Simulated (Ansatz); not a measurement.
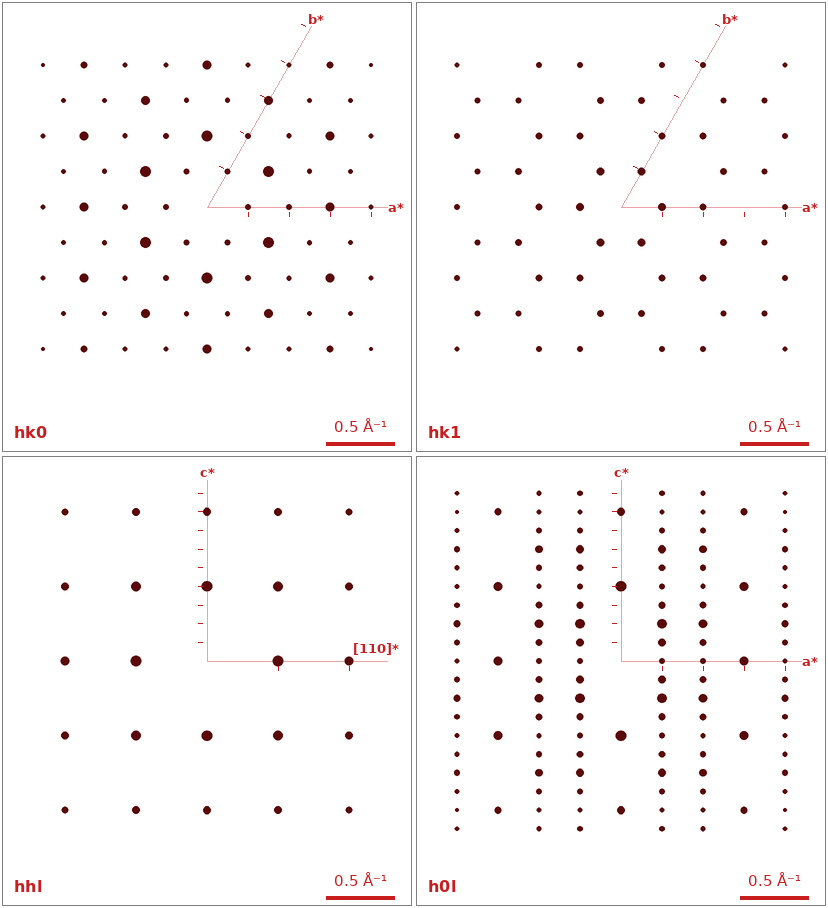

Four undistorted layers of reciprocal space, calculated for a single crystal (X-rays, kinematic |F|², B = 0.5 Å²). Tick marks count the reciprocal lattice steps of the conventional cell along each axis.

Q: Read the reciprocal cell and give the direct cell.

A: a* = 0.303, b* = 0.303, c* = 0.138 Å⁻¹, γ* = 60°; the cell is hexagonal with a = 3.81 Å, c = 7.25 Å (hexagonal axes).

Q: Which reflection conditions do the layers show?

A: Reflections are present only under these conditions. hkl: no condition; hk0: no condition; h0l: no condition; hhl: l = 2n; 00l: l = 2n. The lattice is primitive (P). Further gaps, such as 0 3 1, 3 0 1, 3 0 3, come from atoms on special positions, not from the group's general conditions. A few very weak reflections are below the display threshold.

Q: Which space groups fit?

A: The intensities have Laue symmetry 6/mmm (the hk0 layer shows 6mm, hk1 shows 6mm). With these conditions the candidates are P6_3mc (No. 186), P-62c (No. 190), P6_3/mmc (No. 194). Diffraction geometry alone does not choose among them; the structure has P6_3/mmc. The compound is Se. Structure: coordinates from a relaxation with DFT, PBE, plane waves (420 eV) with PAW, scalar-relativistic (Ansatz 0.2.0); the starting structure was generated, so it need not be a known form of this composition.
